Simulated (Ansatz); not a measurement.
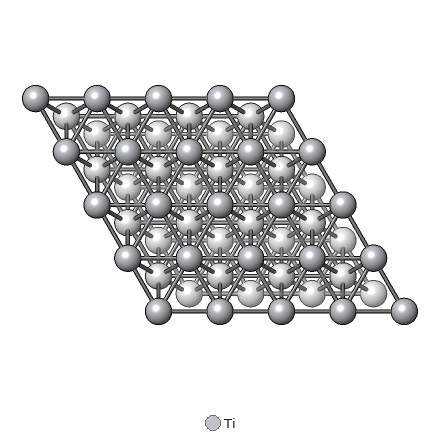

The system is Si on a Ti(111) slab cut from the Fm-3m phase, its upper half relaxed before the scan (12 atoms of substrate and one adsorbate in a 2 × 2 cell); the picture shows it without the atoms that are moved over the map. 
- Si is moved over the surface cell at a fixed height above a rigid substrate; the origin of the map has the adsorbate above Ti9; the height is held at 3.10 Å.
- Places are given modulo a cell vector. The map is drawn in real space over the plane of the surface.
- The scan uses a 6 × 6 grid; 10 points were computed and 26 follow by symmetry.
- Places are given in fractions of the 1 × 1 surface cell.
- All energies are given in meV relative to the lowest grid point.
- The runs have no spin polarisation, so an open-shell adsorbate far from the surface lies too high. At a fixed height the lowest place need not be the adsorption site.
- Theory: Ansatz 0.2.0, DFT PBE+D3(BJ), scalar-relativistic, plane waves, PAW. Settings: cutoff 420 eV, k-mesh 6×6×1, gaussian smearing 0.1 eV, no spin polarisation.

Range: position of Si13 along the first surface vector from 0.000 to 0.833; position of Si13 along the second surface vector from 0.000 to 0.833.

What landscape does the calculation give?

The lowest grid point is at the top site over a surface Ti atom, (0/6, 0/6) of the cell vectors. The highest grid point, a threefold hollow over a third-layer Ti atom, (4/6, 2/6) of the cell vectors, lies 92 meV above the lowest. On the interpolated surface the easiest way out of the lowest well to its copy in the next cell or period passes a barrier of about 57 meV. At the lowest point the adsorbate has 1 Ti at 3.10 Å as nearest neighbours, at the highest 3 Ti at 3.51 Å.

```tsv
second ↓, first →	0/6	1/6	2/6	3/6	4/6	5/6
5/6	16	36	56	56	36	16
4/6	50	56	57	56	50	47
3/6	69	56	56	69	79	79
2/6	50	36	50	79	92	79
1/6	16	16	47	79	79	47
0/6	0	16	50	69	50	16
```

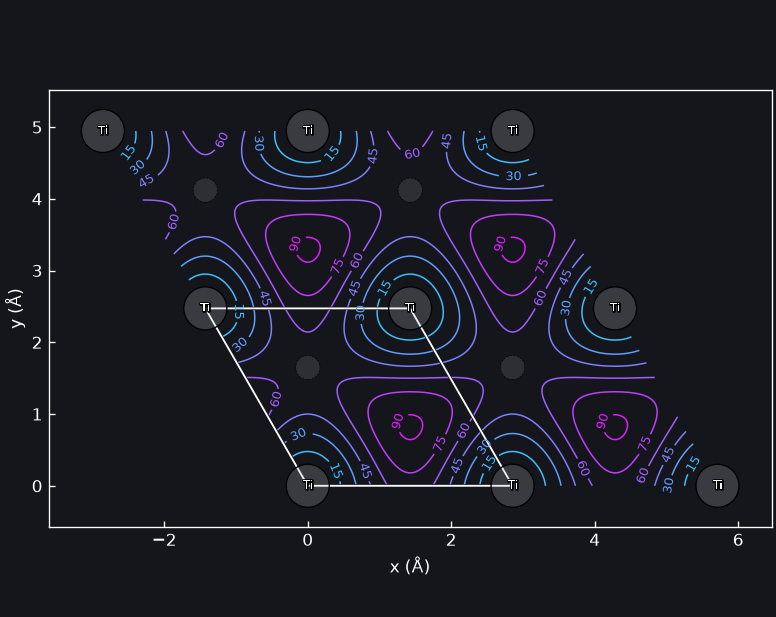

The picture shows contour lines labelled in meV, labelled circles for the atoms of the top layer and small ones for the second layer, the outline of one cell of the 2 × 2 shown. Between grid points the surface is interpolated.

Each point was launched as `ansatz run input.yaml --threads 2 --pin off --max-ram 6144MiB --backend cpu --events-out ev --progress --plain --runs-dir out`. Time for the 10 points that were run: 3.3 min on 2 threads of AMD EPYC 9R45 96-Core Processor (Zen 5), on a shared host.

PAW datasets: the set soft_1.
